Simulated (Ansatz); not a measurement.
Run report: SiO2, single-point calculation

System: SiO2 (P-1, 12 atoms in the cell).
Method: DFT LDA, scalar-relativistic, plane waves, PAW, no spin polarisation (Ansatz 0.2.0).

The structure derives from a Materials Project entry. It belongs to a series of runs on one base structure; here: band edges sought over the zone.

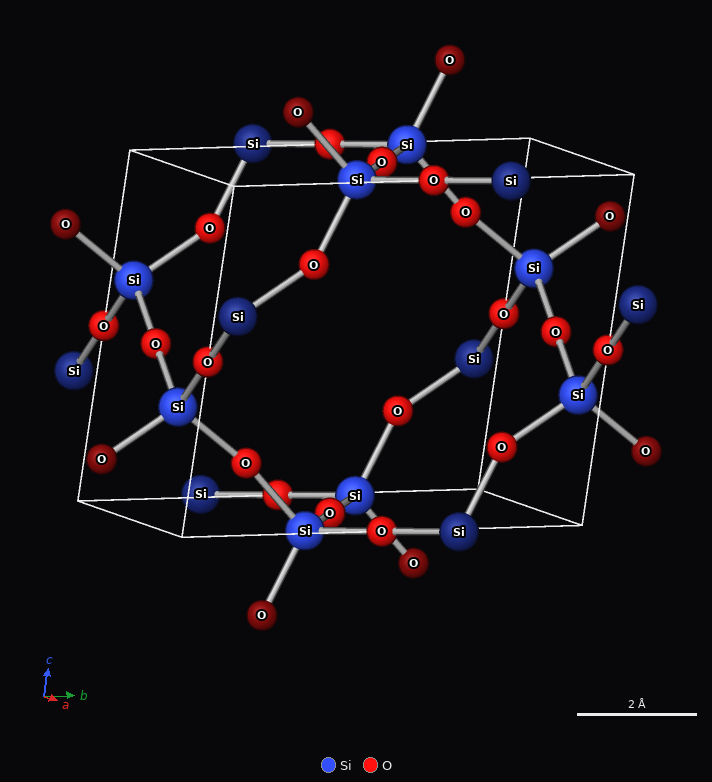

The structure as given in the input (ball-and-stick view of the cell of the calculation, set on other vectors, seen slightly off an axis; neighbours outside the cell are drawn fainter). An atom can appear more than once, as a periodic image. Near neighbours in the periodic cell (some may lie outside the picture): Si has 4 O at 1.60 to 1.61 Å; O has 2 Si at 1.60 to 1.61 Å.

### Results in brief

```json
{"quantity": "outcome", "value": "converged"}
{"quantity": "space group (tolerance 0.01 Å)", "value": "P-1 (2)"}
{"quantity": "electrons treated", "value": "64"}
{"quantity": "free energy", "value": "−6890.5597 eV"}
{"quantity": "Fermi energy", "value": "2.389 eV"}
{"quantity": "gap on the k-point mesh", "value": "5.33 eV"}
{"quantity": "gap on the band path", "value": "5.33 eV"}
{"quantity": "pressure", "value": "−1.00 GPa"}
{"quantity": "largest force (length of the vector)", "value": "under 0.001 eV/Å"}
{"quantity": "hardware", "value": "2 threads of Intel Xeon (Sapphire Rapids), 32 GiB of memory available, shared host"}
{"quantity": "wall time", "value": "55 s (CPU time 1.8 min)"}
{"quantity": "peak memory", "value": "0.97 GiB"}
```

### The input
```yaml
crystal:
  lattice:
    - [-4.4553296906, 4.4553296906, 2.6073622167]
    - [4.4553296906, -4.4553296906, 2.6073622167]
    - [4.2906589957, 4.6200003855, -2.5109931087]
  atoms:
    - { symbol: Si, position: [0.1733113728, 0.1846321813, 0.3537794962] }
    - { symbol: Si, position: [0.8285957566, 0.1823297914, 0.0113202768] }
    - { symbol: Si, position: [0.1714042434, 0.8176702086, -0.0113202768] }
    - { symbol: Si, position: [0.8266886272, 0.8153678187, 0.6462205038] }
    - { symbol: O, position: [0.5, 0.5, 0.5] }
    - { symbol: O, position: [0.0, 0.5, 0.0] }
    - { symbol: O, position: [0.5, 0.0, 0.0] }
    - { symbol: O, position: [0.0, 0.0, 0.5] }
    - { symbol: O, position: [0.0013427938, 0.2320209461, 0.2306165881] }
    - { symbol: O, position: [0.8123909016, -0.0020859541, 0.8144921145] }
    - { symbol: O, position: [0.1876090984, 0.0020859541, 0.1855078855] }
    - { symbol: O, position: [-0.0013427938, 0.7679790539, 0.7693834119] }
basis:
  ecutwfc: 420
kpoints:
  mp_grid: { grid: [6, 6, 6] }
  band_path: { path: [VBM, CBM], npoints: 2 }
hamiltonian:
  xc: lda
scf:
  occupations: { method: gaussian, width: 0.02 }
output:
  forces: true
  stress: true
  eigenvalues: true
checkpoint:
  read: start.run
  write: ck
  compress: false
  write_wavefunctions: false
  write_every: 100000
```

Run as:
```bash
ansatz run input.yaml --threads 2 --pin off --max-ram 5120MiB --backend cpu --events-out ev --progress --plain --runs-dir out
```

### Output
```
Engine: ansatz 0.2.0, x86_64-unknown-linux-gnu
Pseudopotentials: kind: paw
Pseudopotential: Si, paw, valence charge 4, recommended cutoff 420 eV (normal), Si.paw.azcp
Pseudopotential: O, paw, valence charge 6, recommended cutoff 420 eV (normal), O.paw.azcp
Functional definition: SPW92
  exchange = slater_x
  correlation = pw_c
Crystal: 12 atoms, lattice volume = 207.024 Å³
Basis set: ecut = 420 eV, 4059 PW (Γ)
Bands: 44, of which v1, the nominal top of the filled ones, is band 32 counted from 1 (31 counted from 0)
Symmetry: 2 space group operations
Space group: P-1 (ITA 2), of the structure as read, at distance tolerance 5.9e-5 Å
k-points: 112 of 216
Non-local potential: Si, projectors of the file, l = 0: 2, l = 1: 2, l = 2: 2
Non-local potential: O, projectors of the file, l = 0: 2, l = 1: 2, l = 2: 1
PAW form: soft (Blöchl's): semilocal exchange-correlation on the pseudo side does not see the compensation charge
PAW frozen core: Si, regenerated for the run's functional, and the local potential with it (the file was generated under x = pbe(κ = 0.804, μ = 0.2195149727645171), c = pbe(β = 0.06672455060314922))
PAW frozen core: O, regenerated for the run's functional, and the local potential with it (the file was generated under x = pbe(κ = 0.804, μ = 0.2195149727645171), c = pbe(β = 0.06672455060314922))
PAW one-centre angular grid: Si, 110 points (default); XC on 64 Gauss nodes
PAW one-centre angular grid: O, 110 points (default); XC on 64 Gauss nodes
Initial density: read from a saved state, or passed on in memory by an earlier SCF of this step, an earlier step, the calling program or the single point that the run made first
Initial wavefunctions: pseudopotential atomic-orbital guess
Functional: x = slater, c = lda
iter 1 solved again at ethr=3.53e-7 eV; its pass at ethr=3.10e-3 eV (dr2=2.26e-4 eV) is discarded
SCF iter   1: F=—  HF=-6890.559659 eV  |F-HF|=—  |Δ(HF+E_count)|=         —  Δρ=5.23e-6  dr2=4.04e-8  ethr=3.53e-7  ⟨swp⟩=4.3  Hψ=39281  notcnv=0
eigensolver tolerance schedule: the retry pair's looser diagonalisation over-reported the residual by 5587.51 of it (diagonalisation noise at 1.74 of the residual, at the tolerance the schedule requests for it); recorded, not acted on — ethr = c·dr2/N_el stays at c = 1.0e-1
preconditioner: auto → Resta (q_TF=auto, 2.243 Å⁻¹)  ε∞=2.6  [insulator: Δε(μ)=5.328 eV  Ē_g=16.283 eV  σ=0.020 eV  W_gap=1.00  n_scr=40 (ndim 8)  ℏωp=20.6 eV  f_vac=0.333  D(μ)=0.00/eV (n_scr^D=0)  ε∞_Penn≈2.6]
SCF iter   2: F=—  HF=-6890.559676 eV  |F-HF|=—  |Δ(HF+E_count)|=   1.77e-5  Δρ=2.34e-6  dr2=8.64e-9  ethr=6.31e-11  ⟨swp⟩=9.3  Hψ=25035  notcnv=0
SCF iter   3: F=-6890.559676 eV  HF=-6890.559676 eV  |F-HF|=3.36e-10  |Δ(HF+E_count)|=   1.82e-9  Δρ=7.36e-7  dr2=1.41e-9  ethr=1.35e-11  ⟨swp⟩=1.9  Hψ=15907  notcnv=0
SCF 1 converged in 3 iterations: F = -6890.559676 eV  dr2 = 1.41e-9
  greatest PAW one-centre occupation: 0.856 electrons in one spin orbital (limit 2), on the O atom at site 11 (counted from 0), in its partial waves of l = 0
NSCF: frozen V_eff on 112 k-points
NSCF: frozen V_eff on 112 k-points
NSCF: frozen V_eff on 112 k-points
NSCF: frozen V_eff on 103 k-points
NSCF: frozen V_eff on 43 k-points
NSCF: frozen V_eff on 84 k-points
NSCF: frozen V_eff on 70 k-points
NSCF: frozen V_eff on 21 k-points
NSCF: frozen V_eff on 3 k-points
SCF converged after 3 iterations
Free energy (F): -6890.559676 eV
Harris-Foulkes:  -6890.559676 eV  (|F-HF|=3.36e-10)
Internal energy: -6890.559676 eV  (E = F + TS)
E sigma→0 (E₀):  -6890.559676 eV
Fermi energy:    2.389183 eV
--- Per-component energies (eV) ---
  E_band       = -466.432754
  E_kinetic    = 1603.233170
  E_local      = -5466.383775  (includes V_loc(G=0)·N_el)
  E_nonlocal   = 501.980149
  E_hartree    = 2076.145408
  E_xc         = -801.776079
  E_vxc        = -938.170114  (∫ρ·V_xc dr)
  E_paw        = -3133.425508  (= ΣΔE_a)
  E_vpaw       = -319.402600  (= ΣTr[D̂ρ^β])
  E_aug_tail   = 0.021432  (compensation charges beyond the density's cutoff)
  E_ewald      = -1671.467169
  E_core_change = 1.112695  (= ΣΔE_core)
  E_smearing   = -0.000000  (= −TS)
  E_closure    = 0.000000  (closes the sum)
  Σ components = -6890.559676   (vs F -6890.559676, Δ=0.00e0)
--- Forces (eV/Å), atoms counted from 1 ---
  atom   1  Si    -0.00021311    -0.00021801     0.00013899
  atom   2  Si    -0.00026268     0.00029602     0.00001034
  atom   3  Si     0.00026268    -0.00029602    -0.00001034
  atom   4  Si     0.00021311     0.00021801    -0.00013899
  atom   5  O      0.00000000     0.00000000     0.00000000
  atom   6  O      0.00000000     0.00000000     0.00000000
  atom   7  O      0.00000000     0.00000000     0.00000000
  atom   8  O      0.00000000     0.00000000     0.00000000
  atom   9  O     -0.00013023    -0.00024629    -0.00012718
  atom  10  O      0.00029831    -0.00018008     0.00005477
  atom  11  O     -0.00029831     0.00018008    -0.00005477
  atom  12  O      0.00013023     0.00024629     0.00012718
  max |Σ_I F_I| component: 0.00e0 eV/Å
--- Stress (GPa, compression-positive) ---
       -0.538591      -0.013442      -0.488230
       -0.013442      -1.555686      -0.537272
       -0.488230      -0.537272      -0.904496
  P = ⅓ Tr σ = -0.9996 GPa (-9.996 kbar)
--- Band table (eV; the first three rows and the last of 112) ---
  k-point 0: bands = ["-19.5311", "-18.6360", "-18.0714", "-18.0677", "-17.4650", "-17.4188", "-17.4027", "-17.3725", "-9.3317", "-9.2629", "-7.7211", "-6.3254", "-6.2426", "-6.0342", "-5.7885", "-5.7120", "-3.6789", "-3.1440", "-3.0667", "-2.9239", "-2.4324", "-2.3650", "-2.3551", "-2.2827", "-2.2530", "-1.8196", "-1.6994", "-1.4635", "-1.1680", "-0.9454", "-0.3095", "-0.2809", "5.0533", "7.9331", "8.2010", "8.3954", "8.8797", "9.0962", "9.1119", "9.5307", "9.8077", "10.0537", "10.7775", "10.8544"]
  k-point 1: bands = ["-19.4951", "-18.7452", "-18.0664", "-18.0009", "-17.4545", "-17.4197", "-17.4022", "-17.3746", "-9.4041", "-9.2816", "-7.5669", "-6.2972", "-6.2548", "-6.0423", "-5.8265", "-5.7502", "-3.6694", "-3.1078", "-3.0232", "-2.9098", "-2.4964", "-2.4409", "-2.4107", "-2.3606", "-2.2138", "-1.8736", "-1.5678", "-1.5338", "-1.0054", "-0.8950", "-0.3734", "-0.3238", "5.2207", "7.7949", "8.1293", "8.4537", "8.7684", "9.1295", "9.2463", "9.5439", "9.6131", "9.9785", "10.5699", "10.8333"]
  k-point 2: bands = ["-19.3946", "-18.9524", "-18.0620", "-17.9048", "-17.4319", "-17.4217", "-17.3994", "-17.3786", "-9.5649", "-9.2697", "-7.2642", "-6.3386", "-6.1943", "-6.0301", "-5.9282", "-5.8420", "-3.6398", "-3.0102", "-2.9185", "-2.8720", "-2.6367", "-2.5814", "-2.5387", "-2.4958", "-2.1536", "-1.9511", "-1.6339", "-1.2650", "-0.7886", "-0.7672", "-0.5646", "-0.4212", "5.6799", "7.1755", "8.1784", "8.5241", "8.8238", "9.2275", "9.2993", "9.4647", "9.5647", "9.8999", "10.0451", "10.5286"]
  k-point 111: bands = ["-19.0938", "-19.0855", "-18.6883", "-17.4220", "-17.4160", "-17.4132", "-17.3996", "-17.3746", "-10.3619", "-8.2329", "-7.0451", "-6.6779", "-6.2559", "-6.0558", "-6.0497", "-5.7415", "-3.6842", "-3.3460", "-3.0070", "-2.8649", "-2.6933", "-2.6415", "-2.5768", "-2.1055", "-2.0280", "-1.8786", "-1.7304", "-1.3073", "-1.3008", "-0.4878", "-0.2847", "-0.2749", "7.2058", "7.2296", "7.2671", "7.7036", "8.1223", "8.3403", "8.7818", "9.1352", "9.6251", "9.9938", "10.2459", "11.1910"]
```

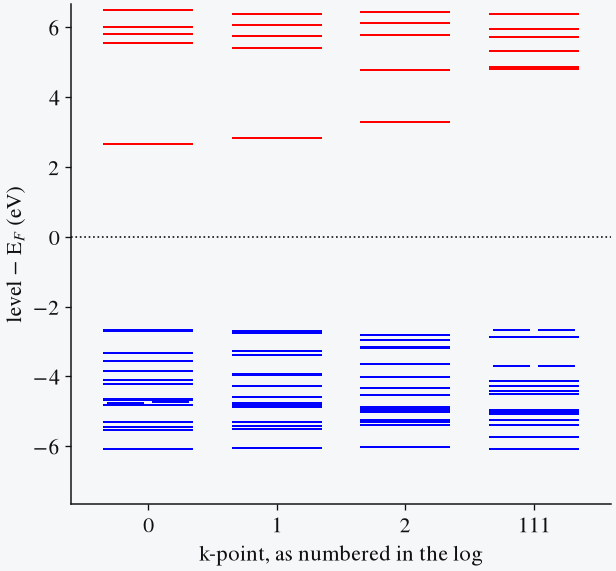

Kohn–Sham levels near the Fermi level (dotted) at the few k-points that the log prints; levels within 0.02 eV of each other stand side by side. Among these points the highest filled and lowest empty levels are 5.33 eV apart, which is the gap on the mesh.
